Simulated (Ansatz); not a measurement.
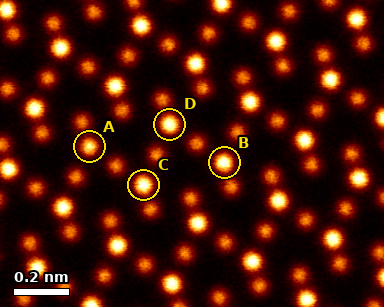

HAADF-like image of Ge (Pm-3n, No. 223) along [211]. The image is simulated as a sum over atoms of Z^1.8, blurred by a 0.53 Å probe (no channelling). The probe carries 25 % of its weight in a tail 2.5 times as wide. Shot noise and a slight drift were added.

The sample is 2 repeats (25.9 Å) thick. One point defect was put into the perfect crystal, without relaxing the atoms around it. Brightness is counted from the darkest point of the image. Host structure: the end point of a relaxation with DFT, LDA (PW92), plane waves (420 eV) with PAW, scalar-relativistic (Ansatz 0.2.0); the starting structure was generated, so it need not be a known form of this composition.

Question: Which ringed column holds the defect, and does it scatter more or less than its equals?

Answer: A; it scatters less. The column holds 4 atoms (Ge) through the sample, and one Ge atom is missing, so its peak drops to about 75 % of that of its equals.
